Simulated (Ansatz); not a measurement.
Mo (Pm-3m, No. 221): a calculation's starting geometry; the starting structure was generated, so it need not be a known form of this composition.

```cif
data_structure
_symmetry_space_group_name_H-M 'Pm-3m'
_symmetry_Int_Tables_number 221
_cell_length_a 2.6176
_cell_length_b 2.6176
_cell_length_c 2.6176
_cell_angle_alpha 90.000
_cell_angle_beta 90.000
_cell_angle_gamma 90.000
_cell_volume 17.94
loop_
_atom_site_label
_atom_site_type_symbol
_atom_site_symmetry_multiplicity
_atom_site_Wyckoff_symbol
_atom_site_fract_x
_atom_site_fract_y
_atom_site_fract_z
_atom_site_occupancy
Mo1 Mo 1 a 0.00000 0.00000 0.00000 1
```

What will a dark-field STEM-like image along [221] show? Simulated incoherent Z contrast: every atom adds Z^1.6 spread by a probe of 0.57 Å full width; channelling and multiple scattering are left out. The probe carries 25 % of its weight in a tail 2.5 times as wide. Shot noise and the speckle of an amorphous layer were added.

Answer. The columns repeat on a centred rectangular net of 1.23 × 3.70 Å (plane group c2mm). All columns are alike (Mo). The shortest distance between visible columns is 1.23 Å in projection. Along the beam the structure repeats every 7.85 Å.

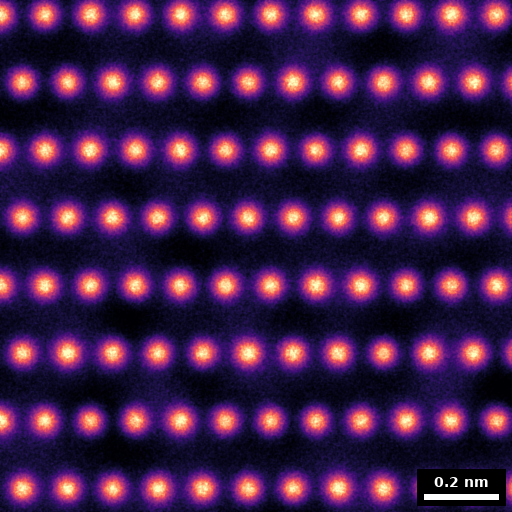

The simulated image.
